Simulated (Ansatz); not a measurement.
# Geometry relaxation, with input and output: ZnSiP2 (part 2 of 2)

ZnSiP2 (I-42d, 8 atoms in the cell); DFT r2SCAN, scalar-relativistic, plane waves, PAW, no spin polarisation (Ansatz 0.2.0); cutoff 500 eV, 8×8×8 k-mesh, Gaussian smearing of 0.02 eV. The structure derives from a Materials Project entry. It belongs to a series of runs on one base structure; here: volume × 0.94, shape and atoms relaxed.

Geometry of the input (Å; fractional positions):
```
-2.6332  2.6332  5.1289
2.6332  -2.6332  5.1289
2.6332  2.6332  -5.1289
Zn 0.0000  0.0000  0.0000
Zn 0.7500  0.2500  0.5000
Si 0.5000  0.5000  0.0000
Si 0.2500  0.7500  0.5000
P  0.3750  0.3908  0.5158
P  0.8750  0.8592  0.4842
P  0.6092  0.1250  0.9842
P  0.1408  0.6250  0.0158
```

```
basis re-selected at this cell: Δ(F+E_penalty+E_count) = -2.282e-6 eV, ΔP = +0.000 GPa vs the last step (what re-selecting the basis moved, of the pressure what is left beyond the Pulay correction that the steps carried, after the strain that the cell walked since its last selection, with what the two solves' SCF thresholds leave and, on support functions, any second-order correction that the steps lacked; it is no measure of the basis error at this ecutwfc). This SCF's stress stands 3.56e-3 GPa from its target on what of the cell is left free (relax.cell.stress_tol is 1.00e-1 GPa) and its largest allowed force component is 1.68e-5 eV/Å (relax.f_tol is 1.00e-2 eV/Å): within both
SCF converged after 5 iterations
Free energy (F): -10969.188354 eV
Harris-Foulkes:  -10969.188354 eV  (|F-HF|=6.91e-11)
Internal energy: -10969.188354 eV  (E = F + TS)
E sigma→0 (E₀):  -10969.188354 eV
Fermi energy:    8.199556 eV
--- Per-component energies (eV) ---
  E_band       = 64.787714
  E_kinetic    = 635.340556
  E_local      = -4423.045954  (includes V_loc(G=0)·N_el)
  E_nonlocal   = 1410.522091
  E_hartree    = 1869.753128
  E_xc         = -592.715374
  E_vxc        = -478.926961  (∫ρ·V_xc dr)
  E_paw        = -7033.082625  (= ΣΔE_a)
  E_vpaw       = -840.896916  (= ΣTr[D̂ρ^β])
  E_aug_tail   = -0.000105  (compensation charges beyond the density's cutoff)
  E_vtau       = 22.288927  (kinetic-family band-sum trace: ∫τ·v_τ [+ j·A + Jᵃ·Aᵃ] dr)
  E_ewald      = -2835.078600
  E_core_change = -0.881472  (= ΣΔE_core)
  E_smearing   = -0.000000  (= −TS)
  E_closure    = 0.000000  (closes the sum)
  Σ components = -10969.188354   (vs F -10969.188354, Δ=0.00e0)
--- Forces (eV/Å), atoms counted from 1 ---
  atom   1  Zn     0.00000000    -0.00000000    -0.00000000
  atom   2  Zn     0.00000000    -0.00000000    -0.00000000
  atom   3  Si     0.00000000    -0.00000000    -0.00000000
  atom   4  Si     0.00000000    -0.00000000    -0.00000000
  atom   5  P      0.00001678     0.00000000     0.00000000
  atom   6  P     -0.00001678     0.00000000     0.00000000
  atom   7  P     -0.00000000    -0.00001678     0.00000000
  atom   8  P     -0.00000000     0.00001678     0.00000000
  max |Σ_I F_I| component: 7.46e-17 eV/Å
--- Stress (GPa, compression-positive) ---
        6.625862       0.000000      -0.000000
       -0.000000       6.625862       0.000000
       -0.000000       0.000000       6.620520
  P = ⅓ Tr σ = 6.6241 GPa (66.241 kbar)
--- Band table (eV; the first three rows and the last of 59) ---
  k-point 0: bands = ["-6.6145", "-3.3226", "-3.3163", "-3.3163", "-1.6881", "0.2520", "0.3293", "0.3368", "0.3368", "0.4941", "0.4954", "0.5466", "0.6669", "0.6790", "0.6790", "0.8225", "2.2669", "2.6894", "2.6894", "3.0479", "3.5996", "4.8212", "4.8212", "7.3641", "7.3641", "7.4955", "8.9036", "9.5812", "11.1253", "11.1253", "11.2280", "11.2285", "12.6648", "12.6648"]
  k-point 1: bands = ["-6.4907", "-3.5774", "-3.4589", "-3.3280", "-1.4721", "0.1686", "0.2651", "0.3302", "0.3571", "0.4565", "0.4616", "0.5532", "0.6154", "0.6904", "0.7345", "0.9178", "2.1640", "2.7839", "2.8054", "3.4167", "3.6442", "4.6902", "5.0611", "6.4714", "7.0488", "7.3124", "9.2585", "10.4498", "11.0620", "11.1548", "11.4996", "11.9492", "12.2613", "12.4257"]
  k-point 2: bands = ["-6.1367", "-4.0656", "-3.7429", "-3.4127", "-1.0505", "-0.0125", "0.2691", "0.3259", "0.3806", "0.3979", "0.4097", "0.5468", "0.5941", "0.6725", "0.7491", "0.8084", "1.8748", "2.5626", "3.6302", "3.9116", "4.1826", "4.8629", "5.2696", "5.7326", "6.2076", "7.1527", "9.7118", "10.9723", "11.0383", "11.6340", "11.7946", "12.1062", "12.7334", "12.8249"]
  k-point 58: bands = ["-5.5147", "-5.5147", "-3.3711", "-3.3711", "-0.4029", "-0.4029", "0.2997", "0.2997", "0.3925", "0.3925", "0.4827", "0.4827", "0.5990", "0.5990", "0.8811", "0.8811", "3.3333", "3.3333", "3.4842", "3.4842", "5.1757", "5.1757", "5.4078", "5.4078", "6.1778", "6.1778", "9.1408", "9.1408", "9.3884", "9.3884", "10.2662", "10.2662", "11.7879", "11.7879"]
--- Relaxed structure (3 steps of the walk, 3 accepted, 1 SCFs on fresh bases) ---
  F+E_penalty+E_count = -10969.18835444 eV   max|allowed force component| = 1.678e-5 eV/Å   (the final SCF, on the basis selected at the relaxed cell)
  cell:  # Å, volume = 142.2538 Å³
    - [-2.6328789697381048, 2.6328789697381048, 5.130292508717822]
    - [2.6328789697381048, -2.6328789697381048, 5.130292508717822]
    - [2.6328789697381048, 2.6328789697381048, -5.130292508717822]
  atoms:
    - { symbol: Zn, position: [2.481216322540231e-35, 1.029348318787655e-20, 1.0293483187876563e-20] }
    - { symbol: Zn, position: [0.7499999999999999, 0.25000000000000006, 0.49999999999999994] }
    - { symbol: Si, position: [0.5, 0.5, 6.743386939013325e-21] }
    - { symbol: Si, position: [0.25000000000000006, 0.7499999999999999, 0.49999999999999994] }
    - { symbol: P, position: [0.37499999999999994, 0.38977548345217405, 0.514775483452174] }
    - { symbol: P, position: [0.875, 0.8602245165478258, 0.48522451654782583] }
    - { symbol: P, position: [0.6102245165478257, 0.125, 0.9852245165478257] }
    - { symbol: P, position: [0.1397754834521741, 0.6249999999999999, 0.014775483452174137] }
```

Trajectory as extended XYZ (Å, eV, eV/Å), 4 frames, from step=1 to step=4:
```
8
Lattice="-2.6332 2.6332 5.1289 2.6332 -2.6332 5.1289 2.6332 2.6332 -5.1289" Properties=species:S:1:pos:R:3:forces:R:3 step=1 energy=-10969.18749 pressure_GPa=6.69
Zn    0.0000    0.0000    0.0000    0.0000   0.0000   0.0000
Zn    0.0000    2.6332    2.5645    0.0000   0.0000   0.0000
Si    0.0000    0.0000    5.1289    0.0000   0.0000   0.0000
Si    2.6332    0.0000    2.5645    0.0000   0.0000   0.0000
P     1.3998    1.3166    1.2822   -0.0804   0.0000   0.0000
P     1.2334    1.3166    6.4112    0.0804   0.0000   0.0000
P     1.3166    3.8667   -1.2822    0.0000   0.0804   0.0000
P     1.3166   -1.2334    3.8467    0.0000  -0.0804   0.0000
8
Lattice="-2.6338 2.6338 5.1267 2.6338 -2.6338 5.1267 2.6338 2.6338 -5.1267" Properties=species:S:1:pos:R:3:forces:R:3 step=2 energy=-10969.18823 pressure_GPa=6.65
Zn    0.0000    0.0000    0.0000    0.0000   0.0000   0.0000
Zn    0.0000    2.6338    2.5634    0.0000   0.0000   0.0000
Si    0.0000    0.0000    5.1267    0.0000   0.0000   0.0000
Si    2.6338    0.0000    2.5634    0.0000   0.0000   0.0000
P     1.3967    1.3169    1.2817   -0.0273   0.0000   0.0000
P     1.2371    1.3169    6.4084    0.0273   0.0000   0.0000
P     1.3169    3.8709   -1.2817    0.0000   0.0273   0.0000
P     1.3169   -1.2371    3.8450    0.0000  -0.0273   0.0000
8
Lattice="-2.6329 2.6329 5.1303 2.6329 -2.6329 5.1303 2.6329 2.6329 -5.1303" Properties=species:S:1:pos:R:3:forces:R:3 step=3 energy=-10969.18835 pressure_GPa=6.62
Zn    0.0000    0.0000    0.0000    0.0000   0.0000   0.0000
Zn    0.0000    2.6329    2.5651    0.0000   0.0000   0.0000
Si    0.0000    0.0000    5.1303    0.0000   0.0000   0.0000
Si    2.6329    0.0000    2.5651    0.0000   0.0000   0.0000
P     1.3942    1.3164    1.2826    0.0000   0.0000   0.0000
P     1.2386    1.3164    6.4129    0.0000   0.0000   0.0000
P     1.3164    3.8715   -1.2826    0.0000   0.0000   0.0000
P     1.3164   -1.2386    3.8477    0.0000   0.0000   0.0000
8
Lattice="-2.6329 2.6329 5.1303 2.6329 -2.6329 5.1303 2.6329 2.6329 -5.1303" Properties=species:S:1:pos:R:3:forces:R:3 step=4 energy=-10969.18835 pressure_GPa=6.62
Zn    0.0000    0.0000    0.0000    0.0000   0.0000   0.0000
Zn    0.0000    2.6329    2.5651    0.0000   0.0000   0.0000
Si    0.0000    0.0000    5.1303    0.0000   0.0000   0.0000
Si    2.6329    0.0000    2.5651    0.0000   0.0000   0.0000
P     1.3942    1.3164    1.2826    0.0000   0.0000   0.0000
P     1.2386    1.3164    6.4129    0.0000   0.0000   0.0000
P     1.3164    3.8715   -1.2826    0.0000   0.0000   0.0000
P     1.3164   -1.2386    3.8477    0.0000   0.0000   0.0000
```

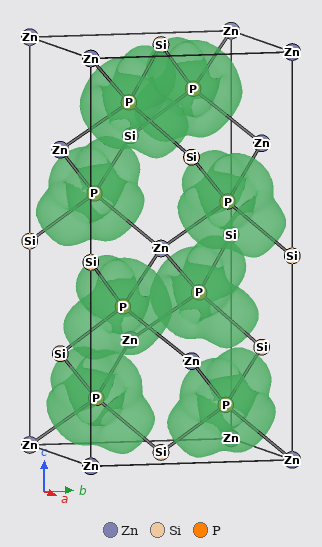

Isosurface of the electron localisation function at 0.7 (green), seen slightly off an axis. Only the valence region is drawn (cores and ρ < 0.01 e/Å³ removed). Sticks mark near contacts. The outline is the cell set on symmetry axes. Zn–P (2.31 Å): the ELF is about 0.65 at the midpoint. In a PAW calculation such maps are meaningful between the atoms, not at the nuclei.

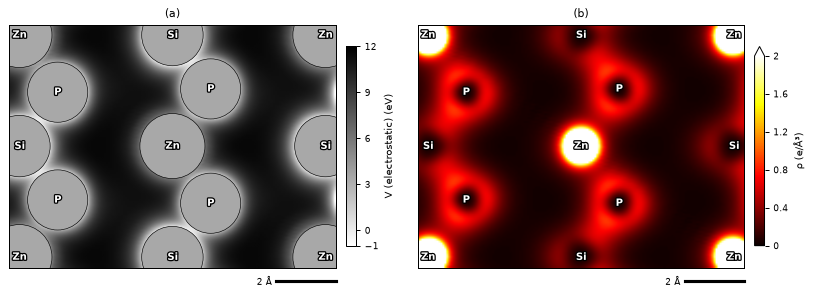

(a) electrostatic potential (local pseudopotential plus Hartree) felt by an electron; (b) valence pseudo-density on the (11̄0) plane of the conventional cell. Grey discs, where drawn, cover atomic cores. Atoms in the plane: Zn, Si and P. Si–P (2.22 Å): ρ is about 0.74 e/Å³ halfway. Zn–P (2.31 Å): ρ is about 0.55 e/Å³ halfway. Away from the nuclei the density in this plane falls to 0.02 e/Å³ at its lowest. Outside the cores the potential energy rises away from the atoms and is highest about 2.2 Å from the nearest atoms; outside the discs it spans about 12 eV, and its zero is arbitrary.

Results in brief:

| quantity | value |
| --- | --- |
| outcome | converged |
| space group (tolerance 0.01 Å) | I-42d (122) |
| electrons treated | 52 |
| free energy | −10969.1884 eV |
| Fermi energy | 8.200 eV |
| gap on the k-point mesh | 1.41 eV |
| pressure | 6.62 GPa |
| final volume | 142.25 Å³ |
| largest force (length of the vector) at the end | under 0.001 eV/Å |
| final cell | a = 6.339 Å, b = 6.339 Å, c = 6.339 Å, α = 130.92°, β = 130.92°, γ = 71.94° |
| wall time | 2.1 min (CPU time 4 min) |
| peak memory | 0.99 GiB |

Notes:

The cell is under a pressure of 6.6 GPa at this level, so it is not at its equilibrium volume.
